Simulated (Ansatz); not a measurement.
Here is a crystal structure:

```
Si
1.0
     8.53169    0.00000    0.00000
     0.00000    4.98994    0.00000
    -0.10405    0.00000    5.09110
Si
16
Direct
  0.75060 0.93767 0.16963
  0.74940 0.56233 0.83037
  0.75060 0.06233 0.66963
  0.74940 0.43767 0.33037
  0.95162 0.76052 0.52193
  0.45162 0.73948 0.02193
  0.54838 0.73948 0.47807
  0.04838 0.76052 0.97807
  0.25060 0.43767 0.16963
  0.24940 0.06233 0.83037
  0.25060 0.56233 0.66963
  0.24940 0.93767 0.33037
  0.45162 0.26052 0.52193
  0.95162 0.23948 0.02193
  0.04838 0.23948 0.47807
  0.54838 0.26052 0.97807
```

Q: Summarise the structure in words.

A: The element is silicon. The structure has C2/c (No. 15) symmetry and a base-centred monoclinic lattice. The cell holds 16 atoms. The numbers of neighbours within bonding distance are Si 6 to 9 (mean 7.5).

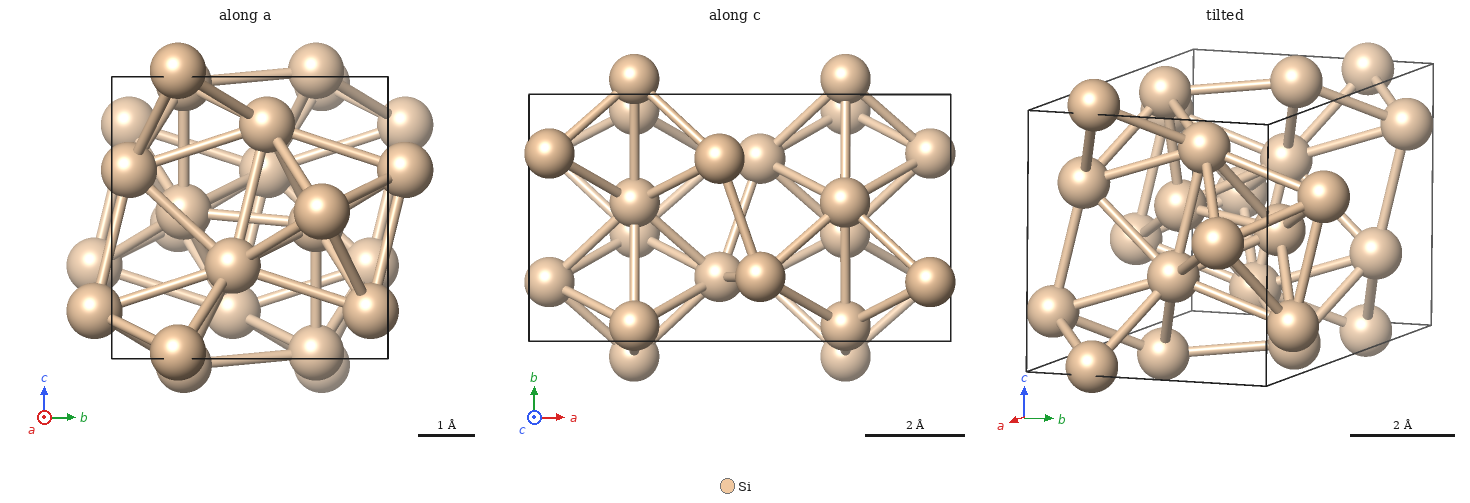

View along the a axis, along the c axis and slightly off an axis, drawn as a ball-and-stick model. Atoms at the boundary of the conventional unit cell (the box) are drawn once for each face, edge or corner they touch.

It goes back to a structure listed in the Materials Project. The cell was then strained or its atoms displaced on purpose. Ansatz was used for an electronic-structure calculation on it.

At this level of theory the cell isn't at rest (compressed, at 11 GPa and forces up to 0.7 eV/Å), so its distances can differ from those at equilibrium, the more so the softer the solid.
